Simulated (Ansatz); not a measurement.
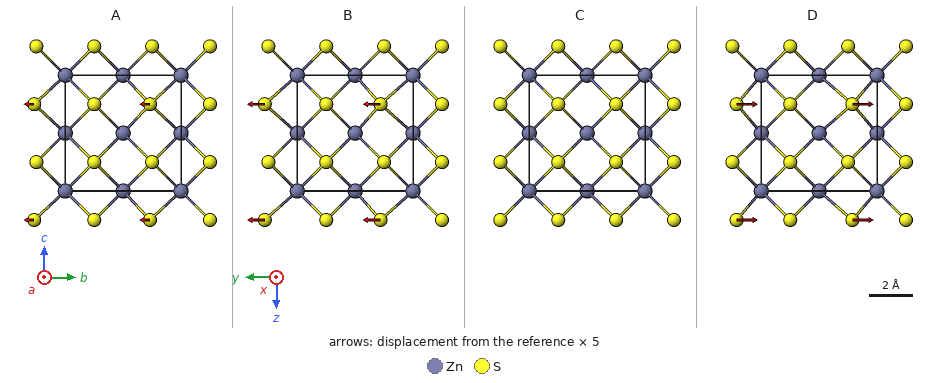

Solid ZnS (F-43m): an S atom (one in each cell of 8 atoms) is moved along Cartesian [0 1 0], all else fixed. The picture is a ball-and-stick view of the cell of the calculation, seen along the a axis. Red arrows: displacements from the reference.

Computed with Ansatz 0.2.0, DFT PBE, scalar-relativistic, plane waves, PAW. (plane-wave cutoff 420 eV; k-point mesh 6 × 6 × 6; occupations gaussian; smearing width 0.05 eV; no spin polarisation). Energies (free energies at the smearing named) are counted from the cell as listed in its source, which wasn't relaxed.

Question: Order these geometries by energy, lowest first.

Answer: Lowest first: C (the displacement 0.00 Å, 0.0 meV/cell), A (the displacement 0.10 Å, 44.9 meV/cell), B (the displacement 0.1667 Å, 124.4 meV/cell), D (the displacement −0.20 Å, 178.8 meV/cell). Over the whole scan: of the computed points the lowest is at the displacement 0.00 Å, 0.0 meV/cell. At the ends of the scan the energy is 178.8 meV/cell (−0.20 Å) and 178.8 meV/cell (0.20 Å). The curvature at zero is about 9 eV/Å². The well is symmetric. At the highest point the shortest interatomic distance is 2.23 Å, against 2.34 Å in the reference. The distortion takes the space group from F-43m to Cmm2.
